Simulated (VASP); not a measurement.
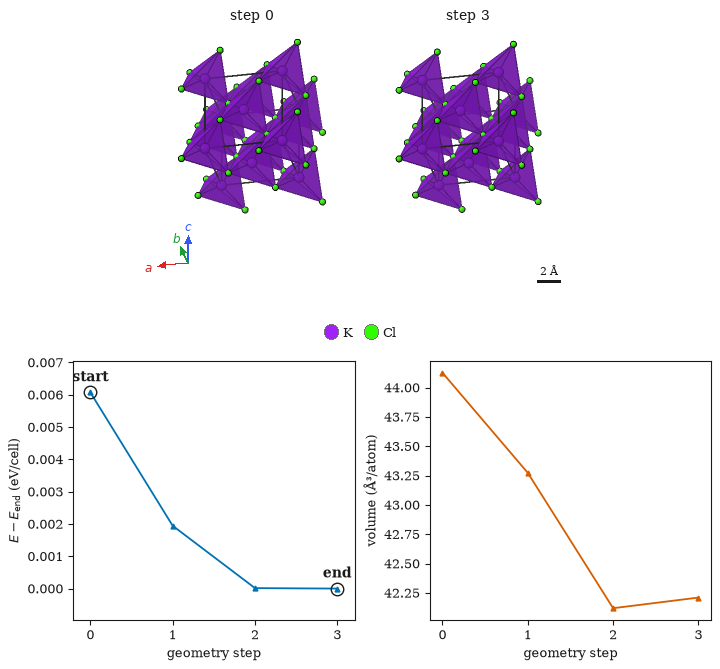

First and last geometry of a relaxation of crystalline KCl (built on the zincblende type), with the history of the run. The picture is a polyhedral view of the conventional cell (4 times the calculation's cell), seen from a free direction. Lengths and directions refer to the drawn axes.

The run lets cell and atoms move.

All numbers below come from VASP 6.6.1, Kohn-Sham DFT of a periodic cell, PBEsol, VASP PAW PBE potentials, recommended.

Input file:
```
PREC = Accurate ; ENCUT = 600
EDIFF = 1E-6 ; ISMEAR = -1
SIGMA = 0.02 ; LREAL = F
LASPH = T ; NELM = 100
ALGO = Normal ; ISIF = 3
LWAVE = F ; LCHARG = F
GGA = PS ; IBRION = 2
NSW = 80 ; EDIFFG = -0.005
```

Run as
```bash
cat potpaw_PBE.64/K_sv/POTCAR potpaw_PBE.64/Cl/POTCAR > POTCAR
mpirun -np 1 vasp_std > vasp.out
```

### What do the curves and the structures tell?

It converged. Over 3 geometry steps the energy falls by 6.1 meV per cell of the calculation. All forces vanish by symmetry, so only the cell relaxes. The pressure goes from −0.49 to 0.00 GPa. The atoms keep their places relative to the cell (all moves are under 0.005 Å). The volume changes by −4.3 %, with a = b = c 7.067 → 6.964 Å (−1.5 %). Among the contacts that change: Cl–K 3.060 → 3.015 Å. The space group stays F-43m (No. 216). It ran on 1 thread of Intel(R) Xeon(R) Platinum 8488C (Sapphire Rapids), with other jobs on the host.
